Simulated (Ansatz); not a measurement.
# Bi: a changed input and its effect

System: Bi (2 atoms in the cell).
Method of run 1: DFT PBE+D3(BJ), scalar-relativistic, plane waves, PAW, no spin polarisation (Ansatz 0.2.0).

The structure derives from an entry of the Crystallography Open Database. Text and figures count atoms from 1; the logs count them from 0 in places.

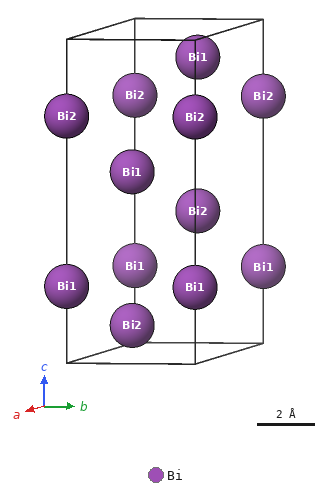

**Figure 1.** The structure as given in the input (spheres-only view of the cell 3 times as large as that of the calculation, set on its symmetry axes, seen at an oblique angle; atoms are numbered from 1 in the order of the input).

## The input, run 1
```yaml
crystal:
  lattice:
    - [2.267342763, 1.3090509546, 3.8817323445]
    - [-2.267342763, 1.3090509546, 3.8817323445]
    - [0.0, -2.6181019092, 3.8817323445]
  atoms:
    - { symbol: Bi, position: [0.2371283427, 0.2371283427, 0.2371283427] }
    - { symbol: Bi, position: [0.7628716573, 0.7628716573, 0.7628716573] }
basis:
  ecutwfc: 420
kpoints:
  mp_grid: { grid: [12, 12, 12] }
  band_path:
    path:
      - [0.0, 0.0, 0.0]
      - [0.5, 0.5, 0.5]
      - [0.7575156218, 0.2424843782, 0.5]
      - [0.5, -0.2424843782, 0.2424843782]
      - [0.5, 0.0, 0.0]
      - [0.3712421891, -0.3712421891, 0.0]
      - [0.6287578109, 0.0, 0.3712421891]
      - [0.5, 0.0, 0.5]
      - [0.08333333, 0.16666667, 0.25]
      - [0.0, 0.0, -0.5]
    npoints: 1
hamiltonian:
  xc: pbe
  dispersion: d3bj
scf:
  occupations: { method: gaussian, width: 0.1 }
  n_extra_bands: 4
output:
  forces: true
  stress: true
  eigenvalues: true
```

Command:
```bash
ansatz run input.yaml --threads 1 --pin off --max-ram 2560MiB --backend cpu --events-out ev --progress --plain --runs-dir out
```

Hardware: 1 thread of Intel Xeon @ 2.50GHz (Skylake/Cascade Lake), 64 GiB of memory available, shared host.

## Output, shortened to warnings, some set-up lines, iterations and results (run 1)
```
Basis set: ecut = 420 eV, 1333 PW (Γ), exchange–correlation on 64×64×64 points (8 copies of the dense FFT grid, shifted against one another)
Symmetry: 12 space group operations
k-points: 189 of 1728
Initial density: superposition of atomic densities (neutral atoms: chi_scale 0, normalization atom), corrected by the library's trained network
[...]
SCF iter   1: F=—  HF=-24793.998585 eV  |F-HF|=—  |Δ(HF+E_count)|=         —  Δρ=1.49e-3  dr2=1.33e-3  ethr=1.77e-3  ⟨swp⟩=6.0  Hψ=17092  notcnv=0
SCF iter   2: F=—  HF=-24793.997800 eV  |F-HF|=—  |Δ(HF+E_count)|=   7.85e-4  Δρ=9.09e-4  dr2=4.24e-4  ethr=4.42e-6  ⟨swp⟩=2.4  Hψ=8015  notcnv=0
SCF iter   3: F=—  HF=-24793.997939 eV  |F-HF|=—  |Δ(HF+E_count)|=   1.39e-4  Δρ=2.80e-4  dr2=3.93e-5  ethr=1.41e-6  ⟨swp⟩=2.0  Hψ=6428  notcnv=0
SCF iter   4: F=—  HF=-24793.997949 eV  |F-HF|=—  |Δ(HF+E_count)|=   1.08e-5  Δρ=1.22e-4  dr2=1.05e-5  ethr=1.31e-7  ⟨swp⟩=3.0  Hψ=6791  notcnv=0
SCF iter   5: F=—  HF=-24793.997953 eV  |F-HF|=—  |Δ(HF+E_count)|=   3.19e-6  Δρ=3.24e-5  dr2=1.15e-6  ethr=3.50e-8  ⟨swp⟩=2.0  Hψ=6428  notcnv=0
SCF iter   6: F=-24793.997953 eV  HF=-24793.997953 eV  |F-HF|=1.56e-8  |Δ(HF+E_count)|=   5.23e-8  Δρ=8.15e-6  dr2=7.50e-8  ethr=3.33e-10  ⟨swp⟩=4.4  Hψ=16775  notcnv=0
SCF 1 converged in 6 iterations: F = -24793.997953 eV  dr2 = 7.50e-8
NSCF: frozen V_eff on 10 k-points
SCF converged after 6 iterations
Free energy (F): -24793.997953 eV
Harris-Foulkes:  -24793.997953 eV  (|F-HF|=1.56e-8)
Internal energy: -24793.996802 eV  (E = F + TS)
E sigma→0 (E₀):  -24793.997377 eV
Entropy (-TS):   -0.001150 eV (-0.575 meV/atom)
Fermi energy:    9.974588 eV
--- Per-component energies (eV) ---
  E_band       = -210.543367
  E_kinetic    = 605.229397
  E_local      = -3077.012949  (includes V_loc(G=0)·N_el)
  E_nonlocal   = 1118.974734
  E_hartree    = 1001.430472
  E_xc         = -302.502684
  E_vxc        = -288.469323  (∫ρ·V_xc dr)
  E_paw        = -21326.417961  (= ΣΔE_a)
  E_vpaw       = -572.134879  (= ΣTr[D̂ρ^β])
  E_aug_tail   = -0.000877  (compensation charges beyond the density's cutoff)
  E_ewald      = -2812.772650
  E_disp       = -0.924284  (pairwise vdW)
  E_smearing   = -0.001150  (= −TS)
  E_closure    = 0.000000  (closes the sum)
  Σ components = -24793.997953   (vs F -24793.997953, Δ=0.00e0)
--- Forces (eV/Å), atoms counted from 1 ---
  atom   1  Bi     0.00000000    -0.00000000     0.00081438
  atom   2  Bi     0.00000000     0.00000000    -0.00081438
  max |Σ_I F_I| component: 3.70e-17 eV/Å
--- Stress (GPa, compression-positive) ---
        0.003722       0.000000      -0.000000
        0.000000       0.003722      -0.000000
        0.000000      -0.000000       0.032854
  P = ⅓ Tr σ = 0.0134 GPa (0.134 kbar)
```

The input of run 2 differs as follows (lines with − go, lines with + come):
```diff
-    - [2.267342763, 1.3090509546, 3.8817323445]
-    - [-2.267342763, 1.3090509546, 3.8817323445]
-    - [0.0, -2.6181019092, 3.8817323445]
+    - [2.2675, 1.3091417354, 3.938]
+    - [-2.2675, 1.3091417354, 3.938]
+    - [0.0, -2.6182834708, 3.938]
-    - { symbol: Bi, position: [0.2371283427, 0.2371283427, 0.2371283427] }
-    - { symbol: Bi, position: [0.7628716573, 0.7628716573, 0.7628716573] }
+    - { symbol: Bi, position: [0.234, 0.234, 0.234] }
+    - { symbol: Bi, position: [0.766, 0.766, 0.766] }
-  mp_grid: { grid: [12, 12, 12] }
-  band_path:
-    path:
-      - [0.0, 0.0, 0.0]
-      - [0.5, 0.5, 0.5]
-      - [0.7575156218, 0.2424843782, 0.5]
-      - [0.5, -0.2424843782, 0.2424843782]
-      - [0.5, 0.0, 0.0]
-      - [0.3712421891, -0.3712421891, 0.0]
-      - [0.6287578109, 0.0, 0.3712421891]
-      - [0.5, 0.0, 0.5]
-      - [0.08333333, 0.16666667, 0.25]
-      - [0.0, 0.0, -0.5]
-    npoints: 1
+  mp_grid: { grid: [6, 6, 6] }
-  n_extra_bands: 4
```

What does this change do to the results?

With the same functional and potentials, run 2 lies 8.2 meV per atom lower (other lines of the input change too). The largest force goes from 0.001 to 0.117 eV/Å. The volume per atom goes from 34.56 to 35.07 Å³. The number of SCF iterations is the same. The irreducible k-points go from 189 to 32. The plane waves at Γ go from 1333 to 1369. On the same kind of shared host run 2 took about 0.16 times as long.

## Output, shortened to warnings, some set-up lines, iterations and results (run 2)
```
Basis set: ecut = 420 eV, 1369 PW (Γ), exchange–correlation on 64×64×64 points (8 copies of the dense FFT grid, shifted against one another)
Symmetry: 12 space group operations
k-points: 32 of 216
Initial density: superposition of atomic densities (neutral atoms: chi_scale 0, normalization atom), corrected by the library's trained network
[...]
SCF iter   1: F=—  HF=-24794.014992 eV  |F-HF|=—  |Δ(HF+E_count)|=         —  Δρ=9.32e-4  dr2=5.16e-4  ethr=1.77e-3  ⟨swp⟩=6.1  Hψ=2965  notcnv=0
SCF iter   2: F=—  HF=-24794.014250 eV  |F-HF|=—  |Δ(HF+E_count)|=   7.42e-4  Δρ=4.98e-4  dr2=1.53e-4  ethr=1.72e-6  ⟨swp⟩=2.4  Hψ=1381  notcnv=0
SCF iter   3: F=—  HF=-24794.014325 eV  |F-HF|=—  |Δ(HF+E_count)|=   7.52e-5  Δρ=1.92e-4  dr2=1.93e-5  ethr=5.11e-7  ⟨swp⟩=2.0  Hψ=1089  notcnv=0
SCF iter   4: F=—  HF=-24794.014341 eV  |F-HF|=—  |Δ(HF+E_count)|=   1.59e-5  Δρ=6.17e-5  dr2=2.41e-6  ethr=6.44e-8  ⟨swp⟩=3.0  Hψ=1089  notcnv=0
SCF iter   5: F=—  HF=-24794.014341 eV  |F-HF|=—  |Δ(HF+E_count)|=   5.60e-7  Δρ=1.92e-5  dr2=2.23e-7  ethr=8.04e-9  ⟨swp⟩=2.0  Hψ=1089  notcnv=0
SCF iter   6: F=-24794.014341 eV  HF=-24794.014341 eV  |F-HF|=2.96e-9  |Δ(HF+E_count)|=   1.21e-7  Δρ=2.43e-6  dr2=4.12e-9  ethr=3.33e-10  ⟨swp⟩=6.3  Hψ=3086  notcnv=0
SCF 1 converged in 6 iterations: F = -24794.014341 eV  dr2 = 4.12e-9
SCF converged after 6 iterations
Free energy (F): -24794.014341 eV
Harris-Foulkes:  -24794.014341 eV  (|F-HF|=2.96e-9)
Internal energy: -24794.011829 eV  (E = F + TS)
E sigma→0 (E₀):  -24794.013085 eV
Entropy (-TS):   -0.002511 eV (-1.256 meV/atom)
Fermi energy:    9.693764 eV
--- Per-component energies (eV) ---
  E_band       = -216.451262
  E_kinetic    = 605.194059
  E_local      = -3109.576255  (includes V_loc(G=0)·N_el)
  E_nonlocal   = 1118.908580
  E_hartree    = 1014.763194
  E_xc         = -302.438537
  E_vxc        = -288.380868  (∫ρ·V_xc dr)
  E_paw        = -21326.420083  (= ΣΔE_a)
  E_vpaw       = -572.124893  (= ΣTr[D̂ρ^β])
  E_aug_tail   = -0.000870  (compensation charges beyond the density's cutoff)
  E_ewald      = -2793.531276
  E_disp       = -0.910640  (pairwise vdW)
  E_smearing   = -0.002511  (= −TS)
  E_closure    = 0.000000  (closes the sum)
  Σ components = -24794.014341   (vs F -24794.014341, Δ=0.00e0)
--- Forces (eV/Å), atoms counted from 1 ---
  atom   1  Bi     0.00000000     0.00000000     0.11749359
  atom   2  Bi    -0.00000000    -0.00000000    -0.11749359
  max |Σ_I F_I| component: 1.85e-17 eV/Å
--- Stress (GPa, compression-positive) ---
       -0.019581       0.000000      -0.000000
        0.000000      -0.019581      -0.000000
       -0.000000      -0.000000       0.077007
  P = ⅓ Tr σ = 0.0126 GPa (0.126 kbar)
```

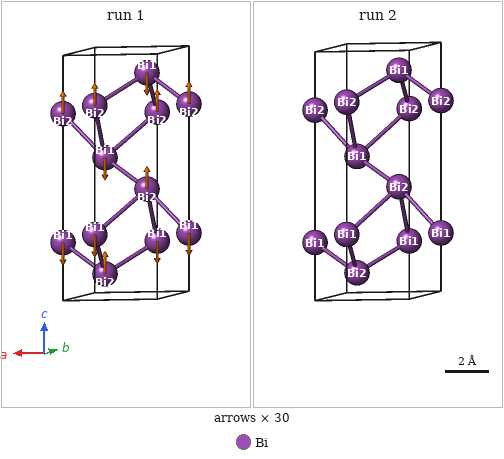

**Figure 2.** The two input geometries at one scale (ball-and-stick view of the cell 3 times as large as that of the calculation, set on its symmetry axes, seen at an oblique angle). The orange arrows on the first give the shifts of the atoms relative to the cell, with their mean removed, magnified 30 times. The largest moves relative to the cell, 0.037 Å, are those of Bi1 and Bi2. (The mean shift of all atoms is removed.) The volume changes by +1.5 %, with a = b stay at 4.535 Å, c 11.645 → 11.814 Å (+1.4 %). Among the contacts that change: Bi1–Bi2 3.446 → 3.516 Å.

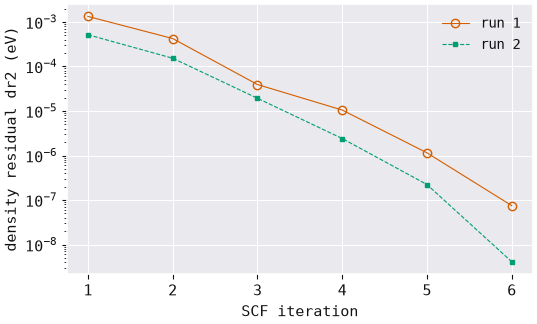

**Figure 3.** Convergence of the two runs: density residual dr2 against the SCF iteration. Run 1 takes 6 iterations in all, and run 2 takes 6.

## The two runs side by side

| quantity | run 1 | run 2 |
| --- | --- | --- |
| outcome | converged | converged |
| free energy per atom (eV) | −12396.9990 | −12397.0072 |
| energy per atom, smearing taken to zero (eV) | −12396.9987 | −12397.0065 |
| gap on the mesh (eV) | 0.00 | 0.00 |
| pressure (GPa) | 0.01 | 0.01 |
| volume per atom (Å³) | 34.56 | 35.07 |
| largest force (eV/Å) | 0.001 | 0.117 |
| SCF iterations | 6 | 6 |
| irreducible k-points | 189 | 32 |
| plane waves at Γ | 1333 | 1369 |
| wall time (shared host) | 15 s | 2.3 s |

For both runs: Spin–orbit coupling is left out, which matters for Bi.
